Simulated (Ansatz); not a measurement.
**A series of single points on FeO**

System: FeO (2 atoms in the cell).
Method: Kohn-Sham DFT of a periodic cell, PBE, Ansatz PAW, spin-polarised (Ansatz 0.2.0).

The 5 runs differ only in the geometry, by an even scaling of the cell at fixed fractional positions. The structure was built on a prototype by a generator; it need not be a known phase.

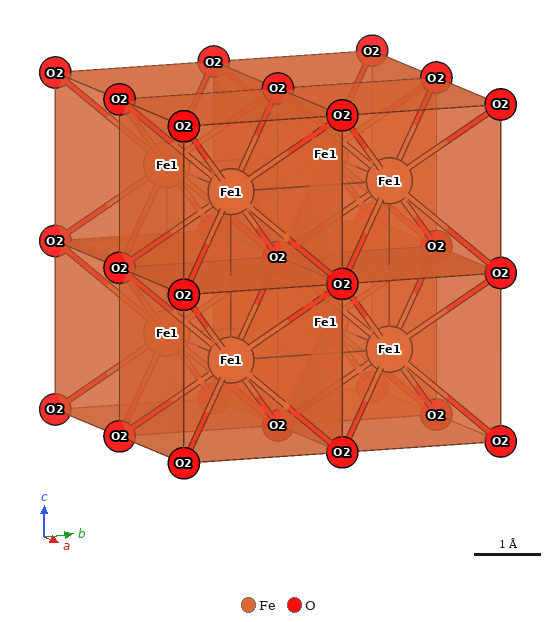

Figure 1. The structure of run 3 (polyhedral view of the cell of the calculation, seen slightly off an axis; polyhedra are completed across the faces of the cell; atoms are numbered from 1 in the order of the input).

### Input of run 3
```yaml
crystal:
  lattice:
    - [2.6297712576, 0.0, 0.0]
    - [0.0, 2.6297712576, 0.0]
    - [0.0, 0.0, 2.6297712576]
  atoms:
    - { symbol: Fe, position: [0.0, 0.0, 0.0], spin: 3.0 }
    - { symbol: O, position: [0.5, 0.5, 0.5] }
hamiltonian:
  xc: pbe
  pseudopotentials: { kind: paw }
magnetization:
  spin_polarized: true
kpoints:
  mp_grid: { grid: [10, 10, 10] }
scf:
  occupations: { method: fermi_dirac, width: 0.05 }
output:
  forces: true
  stress: true
  eigenvalues: true
```

Command:
```bash
ansatz run input.yaml --threads 2 --pin off --max-ram 5632MiB --backend cpu --events-out ev --progress --plain --runs-dir out
```

Lattice vectors (Å) and fractional positions of run 3:
```
   2.629771    0.000000    0.000000
   0.000000    2.629771    0.000000
   0.000000    0.000000    2.629771
Fe  0.000000  0.000000  0.000000
O   0.500000  0.500000  0.500000
```

Run 2 differs from it as follows:
```diff
-    - [2.6297712576, 0.0, 0.0]
-    - [0.0, 2.6297712576, 0.0]
-    - [0.0, 0.0, 2.6297712576]
+    - [2.5771616581, 0.0, 0.0]
+    - [0.0, 2.5771616581, 0.0]
+    - [0.0, 0.0, 2.5771616581]
```

### Results, with one run withheld

```tsv
run	volume per atom (Å³)	free energy per atom, from the lowest run given (meV)	pressure (GPa)
1	8.380	68.23	25.82
2	8.558	?	?
3	9.093	3.06	4.81
4	9.272	0.00	0.75
5	9.450	1.24	−2.89
```

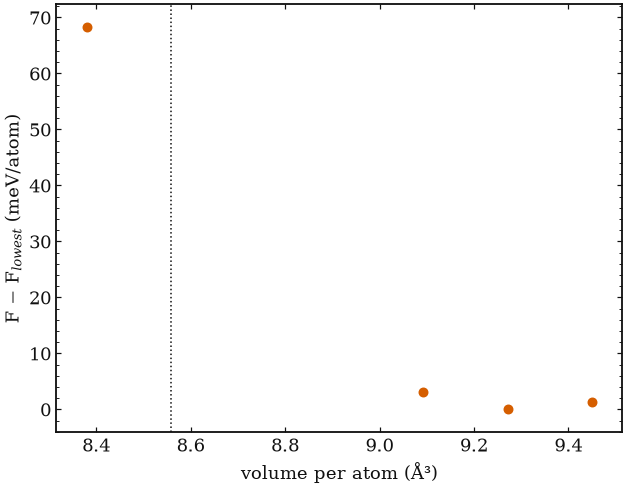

Figure 2. Free energy per atom of the runs given; the dotted line marks run 2.

Fit the runs given and predict run 2.

A quadratic polynomial in V^(−2/3) (the Birch–Murnaghan form), fitted to the 4 runs given, misses them by at most 0.02 meV per atom. With x = V^(−2/3) − 0.23056 Å⁻², it reads F = 5.1648 + 2317.1 x + 2.5512e+05 x² (meV per atom). At run 2 it gives 42.97 meV per atom, and the run itself gives 42.88. The slope of the fit gives a pressure −dF/dV of 19.78 GPa there, and the run prints 19.79 GPa. The fit has its minimum at 9.306 Å³ per atom, where V d²F/dV² gives 199 GPa: the bulk modulus at this level, since symmetry fixes the shape and the positions.

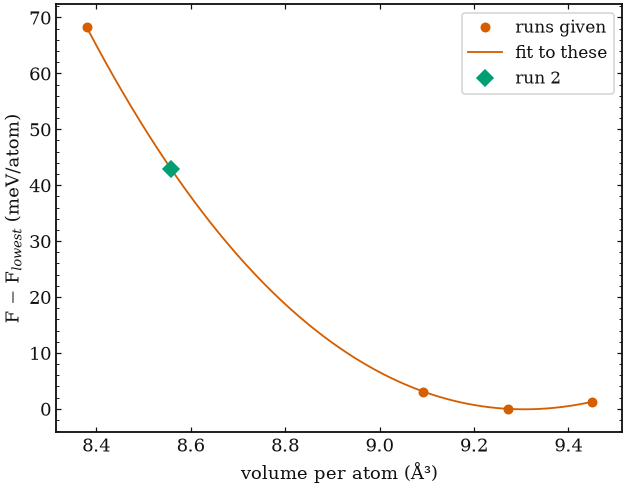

Figure 3. The fit and the withheld run.

### Output, shortened to warnings, some set-up lines, iterations and results (run 2)
```
Basis set: ecut = 420 eV, 341 PW (Γ), exchange–correlation on 36×36×36 points (8 copies of the dense FFT grid, shifted against one another)
Symmetry: 48 space group operations
k-points: 56 of 1000
Initial density: superposition of atomic densities (chi_scale 0.1, normalization cell, long waves kept (reshape's long-wave potential 0.00 eV rms))
[...]
SCF iter   1: F=—  HF=-5045.694967 eV  |F-HF|=—  |Δ(HF+E_count)|=         —  Δρ=1.31e-1 (↑1.31e-1 ↓7.96e-2)  dr2=3.86e0  dr2_m=7.80e-1  M=3.506 μB ∫|m|=3.506 μB  β_m=0.30  …
SCF iter   2: F=—  HF=-5046.216283 eV  |F-HF|=—  |Δ(HF+E_count)|=   5.21e-1  Δρ=9.68e-2 (↑9.68e-2 ↓7.24e-2)  dr2=3.91e-1  dr2_m=1.02e0  M=3.938 μB ∫|m|=3.938 μB  β_m=0.49  …
SCF iter   3: F=—  HF=-5046.414430 eV  |F-HF|=—  |Δ(HF+E_count)|=   1.98e-1  Δρ=3.51e-2 (↑3.51e-2 ↓3.39e-2)  dr2=1.48e-1  dr2_m=1.49e-1  M=3.946 μB ∫|m|=3.946 μB  β_m=0.60  …
SCF iter   4: F=—  HF=-5046.476955 eV  |F-HF|=—  |Δ(HF+E_count)|=         —  Δρ=6.43e-3 (↑6.43e-3 ↓2.22e-3)  dr2=5.17e-3  dr2_m=1.62e-3  M=3.989 μB ∫|m|=3.990 μB  β_m=0.60  …
SCF iter   5: F=—  HF=-5046.480492 eV  |F-HF|=—  |Δ(HF+E_count)|=   3.54e-3  Δρ=3.58e-3 (↑3.58e-3 ↓3.05e-3)  dr2=3.37e-3  dr2_m=2.16e-4  M=3.989 μB ∫|m|=3.990 μB  β_m=0.60  …
SCF iter   6: F=—  HF=-5046.480968 eV  |F-HF|=—  |Δ(HF+E_count)|=   4.76e-4  Δρ=1.56e-3 (↑1.45e-3 ↓1.56e-3)  dr2=6.65e-4  dr2_m=1.65e-4  M=3.989 μB ∫|m|=3.990 μB  β_m=0.56  …
SCF iter   7: F=—  HF=-5046.480848 eV  |F-HF|=—  |Δ(HF+E_count)|=   1.20e-4  Δρ=9.12e-4 (↑9.12e-4 ↓4.03e-4)  dr2=1.38e-4  dr2_m=3.78e-5  M=3.990 μB ∫|m|=3.991 μB  β_m=0.56  …
SCF iter   8: F=—  HF=-5046.480968 eV  |F-HF|=—  |Δ(HF+E_count)|=   1.20e-4  Δρ=2.38e-4 (↑2.38e-4 ↓1.40e-4)  dr2=3.23e-6  dr2_m=5.16e-6  M=3.990 μB ∫|m|=3.991 μB  β_m=0.69  …
SCF iter   9: F=—  HF=-5046.480960 eV  |F-HF|=—  |Δ(HF+E_count)|=   8.40e-6  Δρ=7.84e-5 (↑7.84e-5 ↓3.37e-5)  dr2=2.64e-7  dr2_m=4.70e-7  M=3.990 μB ∫|m|=3.991 μB  β_m=0.85  …
SCF iter  10: F=—  HF=-5046.480960 eV  |F-HF|=—  |Δ(HF+E_count)|=   2.11e-7  Δρ=8.10e-6 (↑8.10e-6 ↓3.56e-6)  dr2=4.98e-9  dr2_m=4.17e-9  M=3.990 μB ∫|m|=3.991 μB  β_m=0.92  …
SCF iter  11: F=-5046.480960 eV  HF=-5046.480960 eV  |F-HF|=8.15e-10  |Δ(HF+E_count)|=   1.41e-9  Δρ=1.72e-6 (↑6.00e-7 ↓1.72e-6)  dr2=9.20e-10  dr2_m=5.26e-11  M=3.990 μB …
SCF 1 converged in 11 iterations: F = -5046.480960 eV  dr2 = 9.20e-10
SCF converged after 11 iterations
Magnetization: 3.9900 μB (12.9950 up, 9.0050 down)
Absolute magnetization: 3.9915 μB (∫|ρ↑−ρ↓|, with the PAW one-centre terms)
Spin contamination: 0.0077 ħ² per cell (⟨S²⟩ above its minimum at these occupations)
Per-site moments (μB) at R_I (Å): [(3.4134782342025747, 0.9206535795492032), (0.4080004890941858, 0.9206535795492032)]
Free energy (F): -5046.480960 eV
Harris-Foulkes:  -5046.480960 eV  (|F-HF|=8.15e-10)
Internal energy: -5046.478190 eV  (E = F + TS)
E sigma→0 (E₀):  -5046.479575 eV
Entropy (-TS):   -0.002770 eV (-1.385 meV/atom)
Fermi energy:    16.978043 eV
--- Per-component energies (eV) ---
  E_band       = -206.185152
  E_kinetic    = 519.971823
  E_local      = -2342.554756  (includes V_loc(G=0)·N_el)
  E_nonlocal   = 278.316702
  E_hartree    = 961.241035
  E_xc         = -189.541099
  E_vxc        = -243.208145  (∫ρ·V_xc dr)
  E_paw        = -1529.207591  (= ΣΔE_a)
  E_vpaw       = -341.196046  (= ΣTr[D̂ρ^β])
  E_aug_tail   = 0.003748  (compensation charges beyond the density's cutoff)
  E_ewald      = -2744.708052
  E_smearing   = -0.002770  (= −TS)
  E_closure    = -0.000000  (closes the sum)
  Σ components = -5046.480960   (vs F -5046.480960, Δ=0.00e0)
--- Forces (eV/Å), atoms counted from 1 ---
  atom   1  Fe    -0.00000000     0.00000000    -0.00000000
  atom   2  O      0.00000000     0.00000000     0.00000000
  max |Σ_I F_I| component: 2.04e-29 eV/Å
--- Stress (GPa, compression-positive) ---
       19.788754       0.000000       0.000000
        0.000000      19.788754       0.000000
       -0.000000       0.000000      19.788754
  P = ⅓ Tr σ = 19.7888 GPa (197.888 kbar)
```
